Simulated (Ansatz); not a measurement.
## Electronic structure of WSe$_{2}$ in real space

Input

```
crystal:
  lattice:
    - [1.6395078779, -8.519132832, 0.0]
    - [6.5580315118, 5.679421888, 0.0]
    - [0.0, 0.0, 12.7885056147]
  atoms:
    - { symbol: W, position: [0.6666666667, 0.3333333333, 0.25] }
    - { symbol: W, position: [0.2380952381, 0.1904761905, 0.25] }
    - { symbol: W, position: [0.8095238095, 0.0476190476, 0.25] }
    - { symbol: W, position: [0.5238095238, 0.619047619, 0.25] }
    - { symbol: W, position: [0.0952380952, 0.4761904762, 0.25] }
    - { symbol: W, position: [0.380952381, 0.9047619048, 0.25] }
    - { symbol: W, position: [0.9523809524, 0.7619047619, 0.25] }
    - { symbol: W, position: [0.9047619048, 0.5238095238, 0.75] }
    - { symbol: W, position: [0.4761904762, 0.380952381, 0.75] }
    - { symbol: W, position: [0.0476190476, 0.2380952381, 0.75] }
    - { symbol: W, position: [0.7619047619, 0.8095238095, 0.75] }
    - { symbol: W, position: [0.3333333333, 0.6666666667, 0.75] }
    - { symbol: W, position: [0.619047619, 0.0952380952, 0.75] }
    - { symbol: W, position: [0.1904761905, 0.9523809524, 0.75] }
    - { symbol: Se, position: [0.6666666667, 0.3333333333, 0.6182884599] }
    - { symbol: Se, position: [0.2380952381, 0.1904761905, 0.6182884599] }
    - { symbol: Se, position: [0.8095238095, 0.0476190476, 0.6182884599] }
    - { symbol: Se, position: [0.5238095238, 0.619047619, 0.6182884599] }
    - { symbol: Se, position: [0.0952380952, 0.4761904762, 0.6182884599] }
    - { symbol: Se, position: [0.380952381, 0.9047619048, 0.6182884599] }
    - { symbol: Se, position: [0.9523809524, 0.7619047619, 0.6182884599] }
    - { symbol: Se, position: [0.9047619048, 0.5238095238, 0.1182884599] }
    - { symbol: Se, position: [0.4761904762, 0.380952381, 0.1182884599] }
    - { symbol: Se, position: [0.0476190476, 0.2380952381, 0.1182884599] }
    - { symbol: Se, position: [0.7619047619, 0.8095238095, 0.1182884599] }
    - { symbol: Se, position: [0.3333333333, 0.6666666667, 0.1182884599] }
    - { symbol: Se, position: [0.619047619, 0.0952380952, 0.1182884599] }
    - { symbol: Se, position: [0.1904761905, 0.9523809524, 0.1182884599] }
    - { symbol: Se, position: [0.6666666667, 0.3333333333, 0.8817115401] }
    - { symbol: Se, position: [0.2380952381, 0.1904761905, 0.8817115401] }
    - { symbol: Se, position: [0.8095238095, 0.0476190476, 0.8817115401] }
    - { symbol: Se, position: [0.5238095238, 0.619047619, 0.8817115401] }
    - { symbol: Se, position: [0.0952380952, 0.4761904762, 0.8817115401] }
    - { symbol: Se, position: [0.380952381, 0.9047619048, 0.8817115401] }
    - { symbol: Se, position: [0.9523809524, 0.7619047619, 0.8817115401] }
    - { symbol: Se, position: [0.9047619048, 0.5238095238, 0.3817115401] }
    - { symbol: Se, position: [0.4761904762, 0.380952381, 0.3817115401] }
    - { symbol: Se, position: [0.0476190476, 0.2380952381, 0.3817115401] }
    - { symbol: Se, position: [0.7619047619, 0.8095238095, 0.3817115401] }
    - { symbol: Se, position: [0.3333333333, 0.6666666667, 0.3817115401] }
    - { symbol: Se, position: [0.619047619, 0.0952380952, 0.3817115401] }
    - { symbol: Se, position: [0.1904761905, 0.9523809524, 0.3817115401] }
basis:
  ecutwfc: 420
  xc_grid: 2
kpoints:
  mp_grid: { grid: [2, 2, 2], shift: [0.0, 0.0, 0.0] }
hamiltonian:
  xc: pbe
  dispersion: d3bj
scf:
  occupations: { method: gaussian, width: 0.01 }
output:
  forces: true
  stress: true
  eigenvalues: true
  write_density: true
  write_potential: true
  elf: true
  volumetric_format: npy
```

Launched as:

```sh
ansatz run input.yaml --threads 8 --pin off --max-ram 22528MiB --backend cpu --events-out ev --progress --plain --runs-dir out
```

Space group P6₃/mmc.

Method: DFT PBE+D3(BJ), scalar-relativistic, plane waves, PAW (Ansatz 0.2.0).

In a PAW calculation such maps are meaningful between the atoms, not at the nuclei.

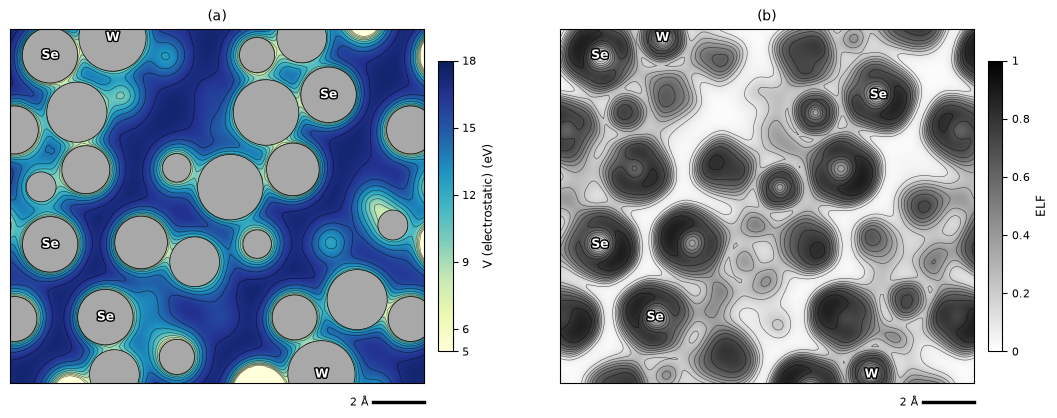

Figure 1. (a) electrostatic potential (local pseudopotential plus Hartree) felt by an electron; (b) ELF on the (111) plane of the calculation cell. Grey discs cover the atomic cores in the potential map.

> Interpret the plot.

The section cuts through W and Se sites.
Atoms just off the plane (W, 0.3 Å away and Se, 0.3 Å away) can leave unmarked features too.
W–Se (2.53 Å): the ELF is about 0.55 at the midpoint.
The features right at W lie inside the PAW spheres, where the map follows smoothed inner orbitals and isn't to be read closely.
Outside the cores the potential energy rises away from the atoms and is highest about 2.3 Å from the nearest atoms; its zero is arbitrary.

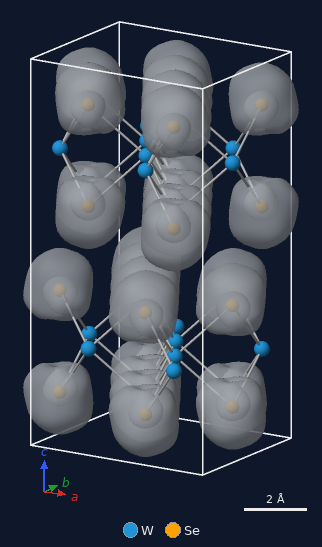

Figure 2. Isosurface of the electron localisation function at 0.65 (grey), seen slightly off an axis. Only the valence region is drawn (cores and ρ < 0.01 e/Å³ removed). Sticks mark near contacts.

> Identify the bonds, lone pairs and shells in this picture.

The ELF exceeds this value in 28 regions wrapped around Se (the valence shell of each), counted in one cell of 42 atoms. Regions shared between cells count once.

> Metal or insulator at this level of theory?

It is gapped, with a Kohn–Sham gap of 1.2 eV on the k-point mesh (the band edges may lie off the mesh, which would make the gap smaller).
